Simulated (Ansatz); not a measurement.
A series of calculations on Zn12H

**1. Relaxation**

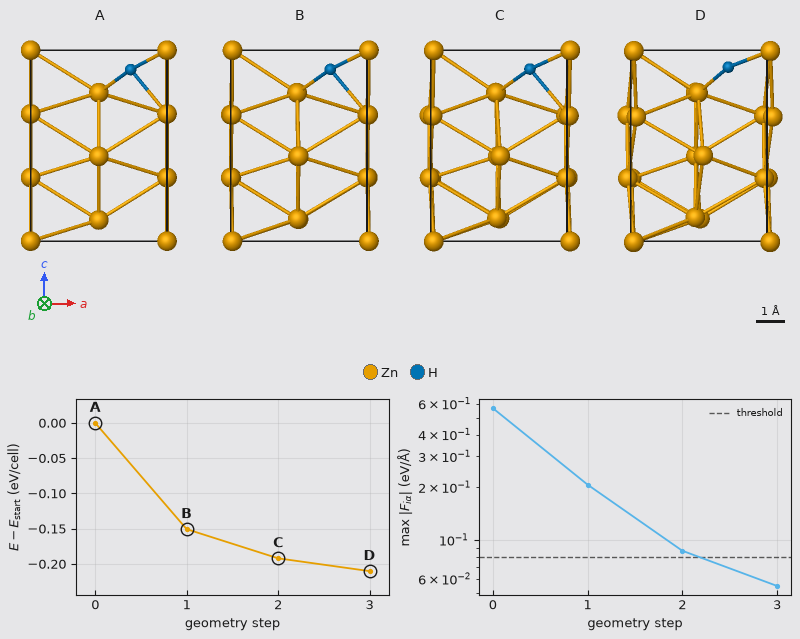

Frames of a relaxation of a defect cell of composition Zn12H, marked on the history of the run. A ball-and-stick model of the cell of the calculation, reduced to other axes, seen along the b axis. Lengths and directions refer to the drawn axes.

It is an interstitial H in hcp Zn. The run prepares the start of a later molecular dynamics calculation, from a guessed geometry.

Computed with DFT PBE, scalar-relativistic, plane waves, PAW in Ansatz. Set-up: plane-wave cutoff 420 eV; k-point mesh 2 × 2 × 2; occupations fermi dirac; smearing width 0.15 eV; no spin polarisation; atoms relaxed in a fixed cell; force threshold 0.08 eV/Å; at most 25 steps.

What happens along the run?

Over 3 geometry steps the energy falls by 0.210 eV per cell of the calculation. Largest force component: 0.57 eV/Å at the start, 0.055 eV/Å at the end. A Zn atom moves most: 0.24 Å along [3 0 −1]. By element the largest moves are Zn 0.24 Å, H 0.12 Å. The lattice vectors keep their values. Some distances before and after: H–Zn 2.073 → 2.413 Å, Zn–Zn 2.907 → 2.691 Å, Zn–Zn 2.907 → 2.735 Å, Zn–Zn 2.907 → 2.771 Å. From step 0 to 1: a Zn atom moves most (0.07 Å), energy −0.151 eV per cell of the calculation. From step 1 to 2: a Zn atom moves most (0.05 Å), energy −41.3 meV per cell of the calculation. From step 2 to 3: a Zn atom moves most (0.14 Å), energy −18.2 meV per cell of the calculation.

```
step  E − E(0), meV/atom  largest force component, eV/Å
   0                0.00                         0.5661
   1              -11.59                         0.2071
   2              -14.77                         0.0868
   3              -16.16                         0.0546
```

Limits of the set-up: the k-point mesh is coarse for a cell with partly filled bands; the program's low-accuracy preset was used; the periodic images lie only 4.9 Å apart, so the values are limited by the cell's size.

**2. Dynamics**

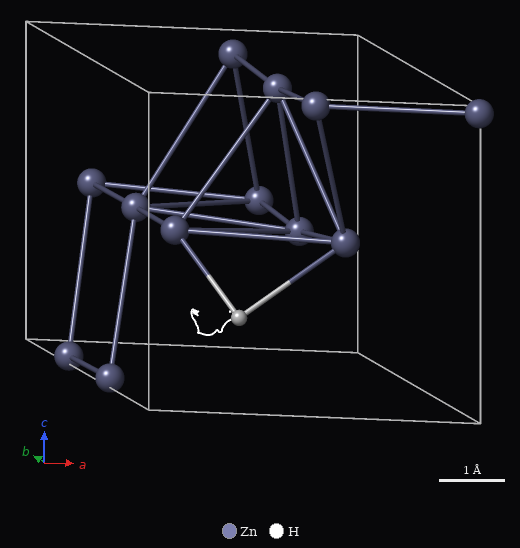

First-principles dynamics of Zn with an interstitial H (13 atoms in the cell), 60 fs long. Lines trace each atom's path, in the colour of its element; spheres stand at the starting positions. Seen slightly off an axis in the simulation cell.

Level of theory: DFT PBE, scalar-relativistic, plane waves, PAW in Ansatz. Set-up: plane-wave cutoff 420 eV; k-point mesh 2 × 2 × 2; Fermi-Dirac smearing 0.15 eV; low-accuracy preset; Langevin thermostat (NVT); set temperature 1200 K; time step 0.75 fs; friction 0.5 per fs.

What do the traces tell about the motion?

Root-mean-square distances from the starting positions over the second half, with the common drift of all atoms taken out: H 0.66 Å, Zn 0.10 Å. The run lasts only 60 fs, too short to tell vibration from diffusion. Over the second half the temperature averages 1199 K (spread ±247 K). The potential energy in the second half lies on average 19.2 meV per atom above the first frame. The friction is so strong that the slow modes are overdamped, and the motion no longer resembles free dynamics.

Limits of the set-up: the k-point mesh is coarse for a cell with partly filled bands; the program's low-accuracy preset was used; the periodic images lie only 4.9 Å apart, so the values are limited by the cell's size.

The run took 9.7 min on 1 thread of Arm Neoverse V2, on a shared host, peak memory 0.54 GiB.

**3. Dynamics**

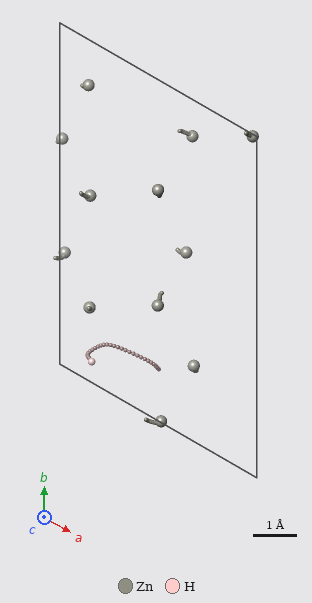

Molecular dynamics of Zn with an interstitial H (13 atoms in the cell), 45 fs long. It starts from the last geometry of an earlier run, with fresh velocities. Dots mark each atom's position at evenly spaced times, in the colour of its element; spheres stand at the starting positions. Seen along the c axis in the simulation cell.

These are results of Ansatz, DFT PBE, scalar-relativistic, plane waves, PAW, not measurements. Set-up: plane-wave cutoff 420 eV; k-point mesh 2 × 2 × 2; Fermi-Dirac smearing 0.15 eV; low-accuracy preset; Nosé-Hoover thermostat (NVT); set temperature 1680 K; time step 0.5 fs; thermostat time 200.0 fs.

The input:
```yaml
accuracy: low
crystal:
  lattice:
    - [5.32, 0.0, 0.0]
    - [-3.99, 6.910883, 0.0]
    - [0.0, 0.0, 4.93696]
  atoms:
    - { symbol: Zn, position: [-0.02077103, -0.00599251, -0.04620404] }
    - { symbol: Zn, position: [0.15102198, 0.21635636, 0.53281503] }
    - { symbol: Zn, position: [0.02467477, 0.33509009, 0.02926605] }
    - { symbol: Zn, position: [0.15451362, 0.54513457, 0.50991378] }
    - { symbol: Zn, position: [0.01228558, 0.66491725, 0.02531981] }
    - { symbol: Zn, position: [0.14591463, 0.86625558, 0.53885255] }
    - { symbol: Zn, position: [0.5141275, 0.00376717, -0.05299201] }
    - { symbol: Zn, position: [0.68007217, 0.22163372, 0.51438913] }
    - { symbol: Zn, position: [0.49744546, 0.33740946, -0.05104694] }
    - { symbol: Zn, position: [0.64169389, 0.54109447, 0.44134503] }
    - { symbol: Zn, position: [0.49865465, 0.67659056, -0.00268027] }
    - { symbol: Zn, position: [0.67297295, 0.89222892, 0.47512568] }
    - { symbol: H, position: [0.1613683, 0.0609052, 0.30108566] }
basis:
  ecutwfc: 420.0
kpoints:
  mp_grid: { grid: [2, 2, 2] }
hamiltonian:
  xc: pbe
scf:
  occupations: { method: fermi_dirac, width: 0.15 }
  lower_state_search: "off"
md:
  timestep: 0.5
  n_steps: 90
  ensemble: nvt_nose_hoover
  temperature: 1680.0
  initial_velocities: maxwell_boltzmann
  seed: 542742
  nose_hoover: { tau: 200.0, chain_length: 3 }
```

Launched with:
```bash
ansatz run input.yaml --threads 1 --pin off --max-ram 3072MiB --backend cpu --events-out ev --progress --plain --runs-dir out
```

**How do the atoms move?**

In the second half of the run the atoms are, in the root-mean-square, this far from where they began (common drift taken out): H 1.23 Å, Zn 0.26 Å. The run lasts only 45 fs, too short to tell vibration from diffusion. The conserved quantity stays between −0.027 and 0.047 meV per atom of its start. A straight-line fit has a slope that amounts to +0.0088 meV per atom over 45 fs (under 0.1 % of the mean kinetic energy), and the ripple about it is under 0.1 % of the kinetic energy's fluctuation. With a drift under 2 % and a ripple under 7 %, the integration is accurate.

Limits of the set-up: the k-point mesh is coarse for a cell with partly filled bands; the program's low-accuracy preset was used; the periodic images lie only 4.9 Å apart, so the values are limited by the cell's size.

The run took 7.9 min on 1 thread of Arm Neoverse V2, with other jobs on the host, peak memory 0.53 GiB.
